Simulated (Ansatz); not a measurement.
**Run report: Ni, geometry relaxation (part 2 of 2)**

Ni (slab, 4 atoms in the cell); DFT PBEsol, scalar-relativistic, plane waves, PAW, spin-polarised (Ansatz 0.2.0); cutoff 420 eV, 12×12×1 k-mesh, Gaussian smearing of 0.1 eV, collinear spins. The structure derives from an entry of the Crystallography Open Database. The input holds or restrains some coordinates. Forces given for the steps count only the free coordinates. It belongs to a series of runs on one base structure; here: clean slab, lower half held.

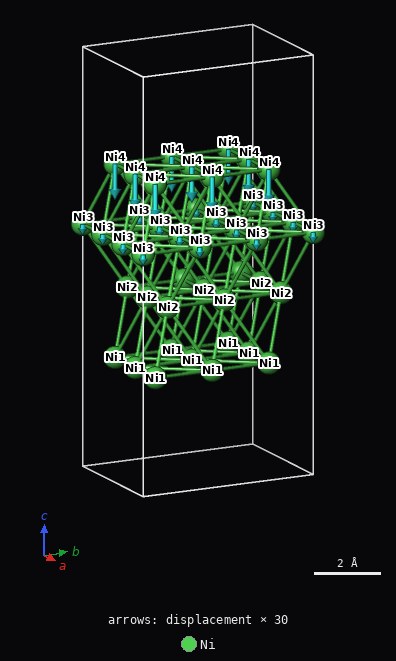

The starting structure with the displacements as teal arrows, magnified 30 times (ball-and-stick view of the 3 × 3 repeat of the cell, with the vacuum cut short, seen slightly off an axis). The energy falls by 2.6 meV per cell of the calculation in 2 geometry steps. The largest force component goes from 0.16 to 0.0032 eV/Å. Ni4 moves most: 0.038 Å. The cell stays as it was. Among the contacts that change: Ni3–Ni4 2.449 → 2.427 Å, Ni2–Ni3 2.449 → 2.440 Å. (Atoms are counted from 1 in the order of the input.)

```
WARN: The output density's exchange-correlation potential varies sharply where the density is thin. Do not read a vacuum level from v_tot or v_xc, or from such a field of the output density. On a cell that repeats whose density bears no net charge and no dipole along the vacuum's axis use v_es (v_loc + v_h of the components); under efield.dipole_correction with no amplitude use v_es + v_field, which holds any external_charges[].barrier, or the levels of the report's work_function block, which leave it out; under a non-zero efield.amplitude the vacuum is tilted and has no level; on a cell that repeats and bears such a dipole with no correction it is tilted too, and efield.dipole_correction with no amplitude gives each side of its ramp a level where efield: is served; in a cell that repeats whose density bears a net charge (total_charge, or a fill off its count) it is curved and has none; of a slab under crystal.periodic whose density bears no net charge use v_es, which has a level on each side, short of where the two are joined; of another it falls or rises all the way out and has none; of a slab beside external_charges read slab_vacuum_level instead, which it has where they leave it neutral. The grid or the basis barely resolves most such structure, and the values can differ between equally converged runs; as a rule a tighter scf.convergence.dr2_threshold does not remove it. Where the density itself ripples (under the LDA too) a higher basis.ecutwfc lessens it. The files hold the spikes' plane waves up to the density's cutoff. Files: v_tot_of_output_density and the like, and their columns of v_z.tsv (output.write_potential); v_xc_of_output_density and the like, and their columns of v_comp_z.tsv (output.write_potential_components). Measured: with its Gaussian average of σ = 0.25 Å subtracted twice, the exchange-correlation potential is over 0.1 eV at 66 of the grid points where the equally averaged density (valence and model cores) is under 1e-3 e/Å³, and 0.752 eV at the most among them, at an averaged density of 4.0e-9 e/Å³. The input density's (outcome.potential() and, of a run that writes arrays, v_tot and v_xc) is over 0.1 eV, so measured, at 2 points of its own thin density, 0.140 eV at the most. See output.write_potential in the manual, Limitations
SCF converged after 12 iterations
Magnetization: 2.6399 μB (37.3200 up, 34.6800 down)
Absolute magnetization: 3.0239 μB (∫|ρ↑−ρ↓|, with the PAW one-centre terms)
Spin contamination: 0.0344 ħ² per cell (⟨S²⟩ above its minimum at these occupations)
Per-site moments (μB) at R_I (Å): [(0.6676545419105083, 1.0101371520942406), (0.7284693581974288, 1.006342746963465), (0.7293411999650216, 1.0012825937971024), (0.6754164672649587, 1.0012825937971024)]
Free energy (F): -23218.395214 eV
Harris-Foulkes:  -23218.395214 eV  (|F-HF|=1.53e-8)
Internal energy: -23218.355353 eV  (E = F + TS)
E sigma→0 (E₀):  -23218.375284 eV
Entropy (-TS):   -0.039861 eV (-9.965 meV/atom)
Fermi energy:    3.275204 eV
Dipole field:    D = 0.000379 V/Å  (p = 0.000250 e·Å, saw-weighted, corrected)
Work function:   Φ+ = 5.2414 eV   Φ− = 5.2501 eV
Levels:          The Fermi level and band energies are counted from a zero that moves with the ramp; work functions are not
--- Per-component energies (eV) ---
  E_band       = -2201.284249
  E_kinetic    = 1130.108493
  E_local      = -165427.428160  (includes V_loc(G=0)·N_el)
  E_nonlocal   = 2548.249611
  E_hartree    = 81039.078152
  E_xc         = -336.383085
  E_vxc        = -435.248367  (∫ρ·V_xc dr)
  E_paw        = -6380.614567  (= ΣΔE_a)
  E_vpaw       = -2095.143155  (= ΣTr[D̂ρ^β])
  E_aug_tail   = 0.002001  (compensation charges beyond the density's cutoff)
  E_efield     = 0.000000  (sawtooth field / dipole correction)
  E_vefield    = 0.000334  (∫n·V_field dr)
  E_ewald      = 64207.843045
  E_core_change = 0.789155  (= ΣΔE_core)
  E_smearing   = -0.039861  (= −TS)
  E_closure    = 0.000000  (closes the sum)
  Σ components = -23218.395214   (vs F -23218.395214, Δ=0.00e0)
--- Forces (eV/Å), atoms counted from 1 ---
  atom   1  Ni     0.00000000     0.00000000     0.15858898
  atom   2  Ni    -0.00000000    -0.00000000    -0.16035097
  atom   3  Ni    -0.00000000     0.00000000    -0.00136127
  atom   4  Ni     0.00000000    -0.00000000     0.00315002
  max |Σ_I F_I| component: 2.68e-5 eV/Å
--- Band table (eV; the first three rows and the last of 38) ---
  k-point 0 ↑: bands = ["-100.2614", "-100.2346", "-99.8811", "-99.8566", "-60.8791", "-60.7431", "-60.6629", "-60.6629", "-60.6407", "-60.6407", "-60.3644", "-60.3644", "-60.3442", "-60.3442", "-60.2794", "-60.2467", "-5.7632", "-4.3223", "-2.6139", "-1.9494", "0.5287", "0.6334", "0.7151", "0.7151", "0.7296", "0.7296", "0.9789", "1.0548", "1.0548", "1.1094", "1.1094", "1.8997", "1.8997", "2.0742", "2.0742", "2.5065", "2.5065", "2.5359", "2.6639", "2.6639", "3.4301", "8.2876", "8.2977", "9.3058", "9.9679"]
  k-point 1 ↑: bands = ["-100.2592", "-100.2330", "-99.8793", "-99.8547", "-60.8755", "-60.7447", "-60.6748", "-60.6667", "-60.6542", "-60.6436", "-60.3776", "-60.3676", "-60.3575", "-60.3475", "-60.2780", "-60.2452", "-5.5178", "-4.0900", "-2.3993", "-1.7709", "0.4088", "0.4557", "0.6293", "0.7966", "0.8187", "0.8297", "0.8905", "0.9805", "1.1190", "1.1469", "1.2061", "1.8269", "1.8424", "1.9322", "2.0919", "2.1309", "2.2795", "2.5023", "2.6670", "3.2777", "4.2481", "8.4971", "8.5335", "9.5399", "10.1586"]
  k-point 2 ↑: bands = ["-100.2532", "-100.2286", "-99.8742", "-99.8496", "-60.8655", "-60.7535", "-60.7036", "-60.6898", "-60.6769", "-60.6515", "-60.4134", "-60.3934", "-60.3765", "-60.3564", "-60.2742", "-60.2414", "-4.8086", "-3.4358", "-1.8297", "-1.3072", "0.0495", "0.2332", "0.3852", "0.7571", "0.8137", "0.8495", "0.9607", "1.1074", "1.1291", "1.3714", "1.4736", "1.5320", "1.6266", "1.8096", "1.9159", "2.1071", "2.4913", "2.6434", "2.6740", "4.1759", "5.5821", "9.1152", "9.2407", "10.2414", "10.7338"]
  k-point 18 ↓: bands = ["-99.3115", "-99.2974", "-99.0140", "-98.9986", "-59.9419", "-59.9410", "-59.9377", "-59.8947", "-59.8610", "-59.8486", "-59.6847", "-59.6783", "-59.6729", "-59.6673", "-59.4527", "-59.4294", "-0.1202", "-0.0587", "-0.0348", "-0.0228", "0.0411", "0.3203", "0.5140", "1.0304", "1.0432", "1.5547", "1.5662", "1.6264", "1.6437", "2.3489", "2.5820", "2.6009", "3.1827", "3.3317", "3.3318", "3.3456", "8.4976", "8.7486", "8.7614", "9.5597", "9.5699", "10.6872", "11.4914", "11.5203", "12.9494"]
--- Relaxed structure (3 steps of the walk, 3 accepted, 0 SCFs on fresh bases) ---
  F+E_penalty+E_count = -23218.39521448 eV   max|allowed force component| = 3.150e-3 eV/Å
  atoms:
    - { symbol: Ni, position: [0.6666666666666667, 0.33333333333333337, 0.3695916841] }
    - { symbol: Ni, position: [0.3333333333333333, 0.6666666666666667, 0.4565305614] }
    - { symbol: Ni, position: [-2.3719981302941574e-17, -1.8503717076008866e-17, 0.5429791197852161] }
    - { symbol: Ni, position: [0.6666666666666667, 0.33333333333333337, 0.6287723384996174] }
--- Löwdin populations: 4 sites ---
  site symbol       q [e]    m [muB]
     0     Ni     17.8037     0.6587
     1     Ni     17.7633     0.7208
     2     Ni     17.7631     0.7219
     3     Ni     17.8032     0.6661
  spilling = 0.012037 (of n_electrons = 72.000000)
```

File populations.tsv
```
# site	symbol	l	j	q_up	q_dn
# orbitals = lowdin
# n_electrons = 72.000000
# spilling = 0.012037
0	Ni	0_3S	-	0.998340	0.998403
0	Ni	0_4S	-	0.474983	0.493485
0	Ni	1_3P	-	2.998874	2.998848
0	Ni	2_3D	-	4.759024	4.081783
1	Ni	0_3S	-	0.997772	0.997852
1	Ni	0_4S	-	0.469845	0.480498
1	Ni	1_3P	-	2.999021	2.998981
1	Ni	2_3D	-	4.775429	4.043899
2	Ni	0_3S	-	0.997734	0.997814
2	Ni	0_4S	-	0.470128	0.480107
2	Ni	1_3P	-	2.999016	2.998974
2	Ni	2_3D	-	4.775621	4.043701
3	Ni	0_3S	-	0.998308	0.998372
3	Ni	0_4S	-	0.475082	0.493028
3	Ni	1_3P	-	2.998854	2.998819
3	Ni	2_3D	-	4.762415	4.078295
```

Trajectory as extended XYZ (Å, eV, eV/Å), 3 frames, from step=1 to step=3
```
4
Lattice="2.4488 0.0000 0.0000 -1.2244 2.1207 0.0000 0.0000 0.0000 22.9984" Properties=species:S:1:pos:R:3:forces:R:3 step=1 energy=-23218.39261
Ni    1.2244    0.7069    8.5000    0.0000   0.0000   0.1648
Ni    0.0000    1.4138   10.4995    0.0000   0.0000  -0.0890
Ni    0.0000    0.0000   12.4989    0.0000   0.0000   0.0887
Ni    1.2244    0.7069   14.4984    0.0000   0.0000  -0.1647
4
Lattice="2.4488 0.0000 0.0000 -1.2244 2.1207 0.0000 0.0000 0.0000 22.9984" Properties=species:S:1:pos:R:3:forces:R:3 step=2 energy=-23218.39430
Ni    1.2244    0.7069    8.5000    0.0000   0.0000   0.1623
Ni    0.0000    1.4138   10.4995    0.0000   0.0000  -0.1179
Ni    0.0000    0.0000   12.4941    0.0000   0.0000   0.0556
Ni    1.2244    0.7069   14.4831    0.0000   0.0000  -0.0998
4
Lattice="2.4488 0.0000 0.0000 -1.2244 2.1207 0.0000 0.0000 0.0000 22.9984" Properties=species:S:1:pos:R:3:forces:R:3 step=3 energy=-23218.39521
Ni    1.2244    0.7069    8.5000    0.0000   0.0000   0.1586
Ni    0.0000    1.4138   10.4995    0.0000   0.0000  -0.1604
Ni    0.0000    0.0000   12.4876    0.0000   0.0000  -0.0014
Ni    1.2244    0.7069   14.4607    0.0000   0.0000   0.0032
```

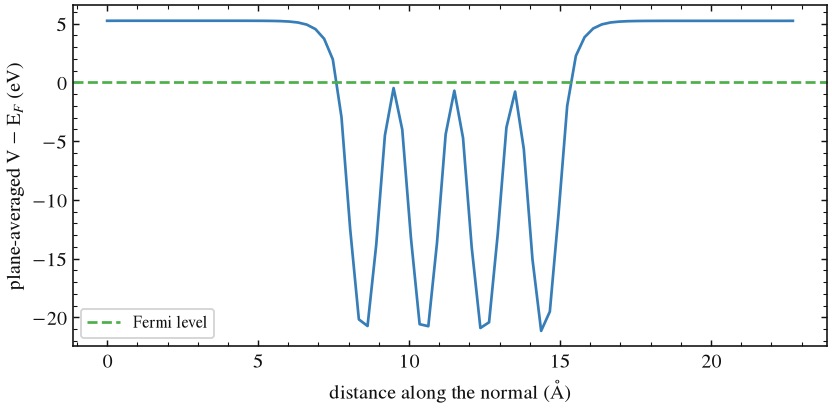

Plane average of the electrostatic potential energy of an electron across the cell, from the Fermi level. The vacuum level lies 5.24 eV above the Fermi level.

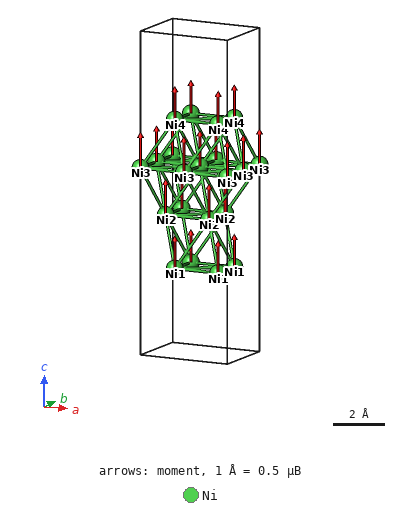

Magnetic moments of the sites as red arrows (ball-and-stick view of the 2 × 2 repeat of the cell, with the vacuum cut short, seen slightly off an axis; atoms are numbered from 1 in the order of the input); small moments hardly show. The run is collinear, so the axis drawn is arbitrary. Site moments: Ni2, Ni3 (0.73 μB); Ni4 (0.68 μB); Ni1 (0.67 μB). They are counted near the atoms and needn't add up to the moment of the cell.

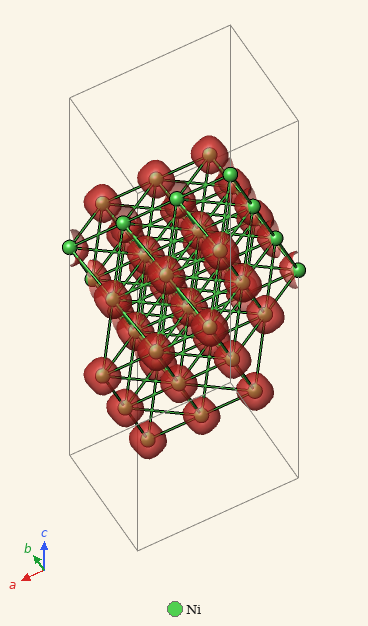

Isosurfaces of the magnetisation density (up minus down) at +0.2 (red) and −0.2 e/Å³ (blue), seen at an oblique angle. Sticks mark near contacts. The cell of the calculation (4 atoms) carries 2.6 μB net. Only one sign reaches the isovalue. Core electrons are frozen (PAW), so the fields are smoothed inside the atomic spheres.

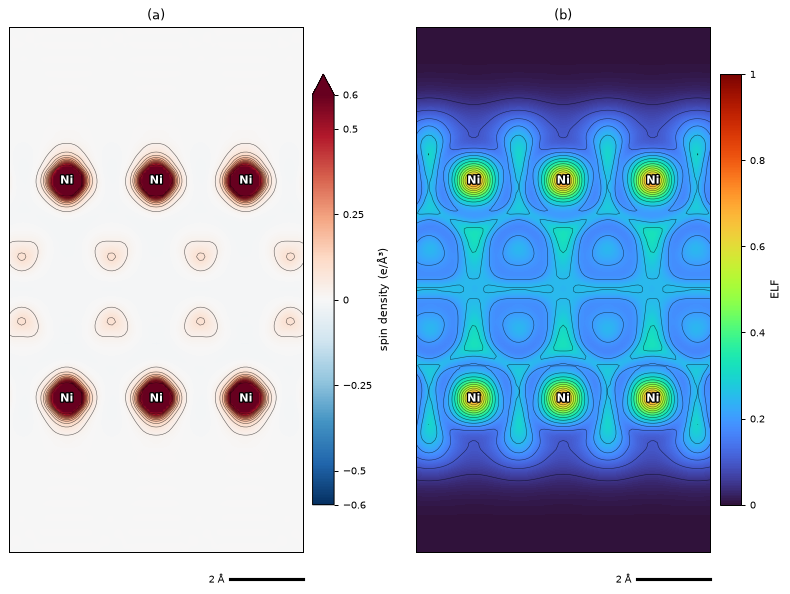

(a) spin density (up minus down); (b) electron localisation function on the (010) plane of the calculation cell, a cut from vacuum to vacuum. Ni–Ni (2.45 Å): the ELF is about 0.25 at the midpoint; no localised pair between them. The strong features right at Ni lie inside the PAW spheres (semicore, d or f shells) and say nothing about bonding. The cell of the calculation (4 atoms) carries 2.6 μB net.

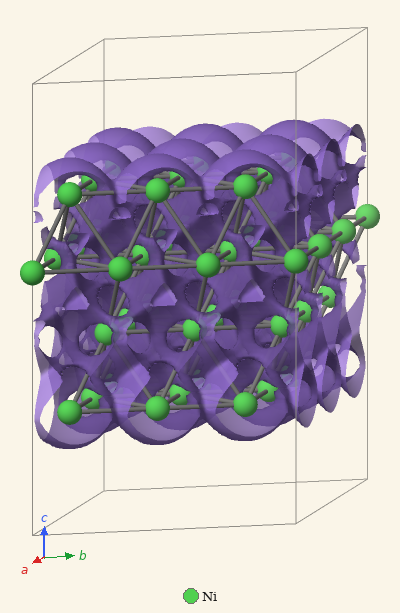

Isosurface of the valence pseudo-density at 0.3 e/Å³ (purple), seen slightly off an axis. Sticks mark near contacts. At this value the density is joined into sheets; it holds about 95 % of the electrons treated as valence (semicore included). On the grid the lowest density along these lines, outside the cores, is 0.36 e/Å³ (Ni–Ni, 2.43 Å).

The run was set up as follows.

The input
```yaml
crystal:
  lattice:
    - [2.4488173384, 0.0, 0.0]
    - [-1.2244086692, 2.1207380243, 0.0]
    - [0.0, 0.0, 22.9983529523]
  atoms:
    - { symbol: Ni, position: [0.6666666667, 0.3333333333, 0.3695916841], spin: 0.73 }
    - { symbol: Ni, position: [0.3333333333, 0.6666666667, 0.4565305614], spin: 0.73 }
    - { symbol: Ni, position: [0.0, 0.0, 0.5434694386], spin: 0.73 }
    - { symbol: Ni, position: [0.6666666667, 0.3333333333, 0.6304083159], spin: 0.73 }
basis:
  ecutwfc: 420
kpoints:
  mp_grid: { grid: [12, 12, 1] }
hamiltonian:
  xc: pbesol
scf:
  occupations: { method: gaussian, width: 0.1 }
output:
  forces: true
  eigenvalues: true
  populations: true
  write_density: true
  write_potential: true
  elf: true
  volumetric_format: npy
magnetization:
  spin_polarized: true
relax:
  adjacent_minimum: "off"
  f_tol: 0.03
  max_steps: 70
  constraints: [{ sites: [0, 1] }]
efield:
  axis: 3
  dipole_correction: true
  ramp_width: 0.04
```

Command:
```bash
ansatz run input.yaml --threads 2 --pin off --max-ram 5120MiB --backend cpu --events-out ev --progress --plain --runs-dir out
```

Summary

```json
{"quantity": "outcome", "value": "converged under the restraints of the input"}
{"quantity": "electrons treated", "value": "72"}
{"quantity": "free energy", "value": "−23218.3952 eV"}
{"quantity": "work function, top face", "value": "5.24 eV"}
{"quantity": "work function, bottom face", "value": "5.25 eV"}
{"quantity": "Fermi energy", "value": "3.275 eV"}
{"quantity": "gap on the k-point mesh", "value": "none (metallic)"}
{"quantity": "net moment of the cell", "value": "2.64 μB"}
{"quantity": "integrated absolute moment", "value": "3.02 μB"}
{"quantity": "final volume", "value": "119.44 Å³"}
{"quantity": "work function (upper face)", "value": "5.24 eV"}
{"quantity": "largest force (length of the vector) at the end, held atoms and coordinates included", "value": "0.160 eV/Å"}
{"quantity": "hardware", "value": "2 threads of Arm Neoverse V1, 24 GiB of memory available, shared host"}
{"quantity": "wall time", "value": "52 s (CPU time 1.7 min)"}
{"quantity": "peak memory", "value": "0.47 GiB"}
```

Warnings of the run: the exchange-correlation potential is rough where the density is thin.
